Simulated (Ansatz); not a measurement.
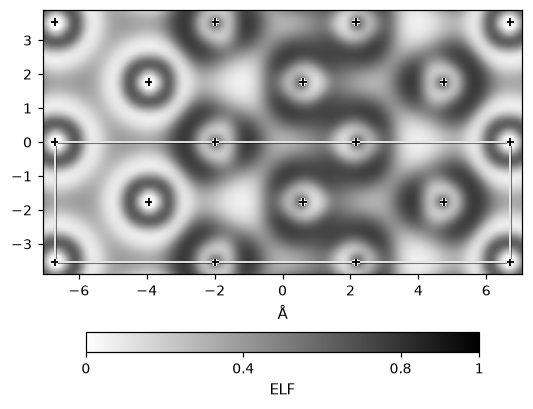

The electron localisation function on a plane through atoms (crosses mark nuclei in the plane).

Theory: Kohn-Sham DFT of a periodic cell, PBE, Ansatz PAW in Ansatz.

Candidates:
A. TiSi$_{2}$, a = 3.51 Å, b = 13.43 Å, c = 3.54 Å, α = 90.00°, β = 90.00°, γ = 90.00°. Space group Cmcm; a structure from a database of computed crystals, not necessarily the ambient phase; computed pressure about 5 GPa in this cell.
B. Cu, a = 2.53 Å, b = 2.53 Å, c = 8.26 Å, α = 90.00°, β = 90.00°, γ = 120.00°. Space group P6₃/mmc; a structure from a database of computed crystals, not necessarily the ambient phase; computed pressure about 7 GPa in this cell.

Question: Which system is this?

Answer: Candidate A: TiSi$_{2}$ on the (100) plane of the conventional cell, which holds Ti and Si. Si–Si (2.36 Å): the ELF peaks at about 0.75 between the atoms. Ti–Si (2.65 Å): the ELF peaks at about 0.75 in the valence shell of Si, 0.9 Å from its nucleus, and is about 0.40 at the midpoint.
